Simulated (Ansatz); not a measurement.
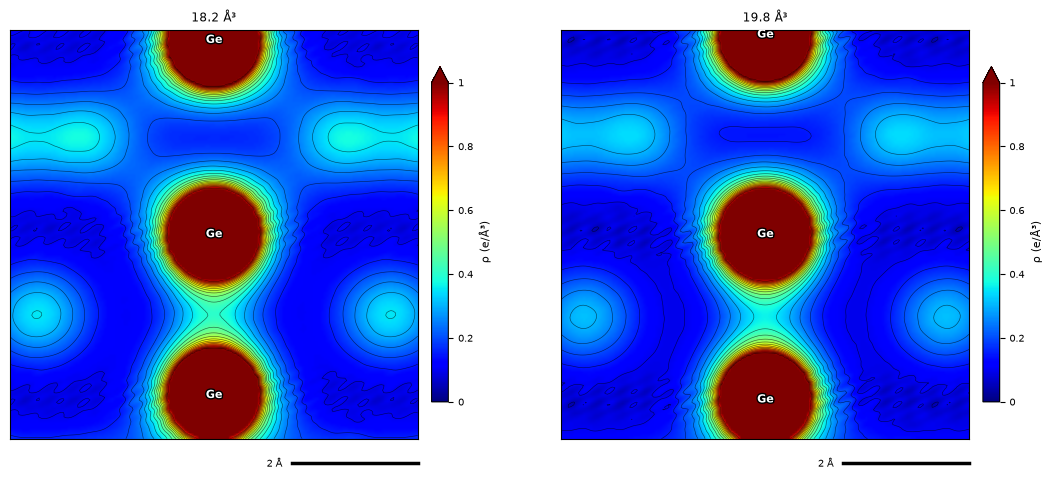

Ge. The valence charge density (pseudo) of cells scaled evenly to different volumes (given per atom above each panel), on the (101̄) plane of each (indices in the axes of the cell below), at one length scale and on one colour scale.

A structure from a database of computed crystals, not necessarily the ambient phase.

The calculation used Ansatz, Kohn-Sham DFT of a periodic cell, PBE, Ansatz PAW.

The density is the valence pseudo-density of a PAW calculation; it isn't the true density close to the nuclei.

The largest cell:

```yaml
crystal:
  lattice:
    - [0.00000, 2.90485, 5.14954]
    - [2.64792, 0.00000, 5.14954]
    - [2.64792, 2.90485, 0.00000]
  atoms:
    - { symbol: Ge, position: [0.72649, 0.27351, 0.72649] }
    - { symbol: Ge, position: [0.27351, 0.72649, 0.27351] }
    - { symbol: Ge, position: [0.21813, 0.21813, 0.78187] }
    - { symbol: Ge, position: [0.78187, 0.78187, 0.21813] }
```

| volume (Å³/atom) | Ge–Ge contact in the plane (Å) | ρ at its midpoint (e/Å³) | pressure (GPa) | 
| --- | --- | --- | --- |
| 18.25 | 2.561 | 0.405 | 4.8 | 
| 18.64 | 2.579 | ? | ? | 
| 19.80 | 2.632 | 0.365 | −1.2 | 

Estimate the missing row, and compare with the calculation.

Over the known rows ln ρ falls by 1.46 per Å of Ge–Ge distance (the line through the two), which gives 0.394 e/Å³ at 2.579 Å; the calculation gives 0.393 e/Å³. For the pressure, a straight line in volume between the neighbouring rows gives 3.3 GPa; the calculation gives 3.0.
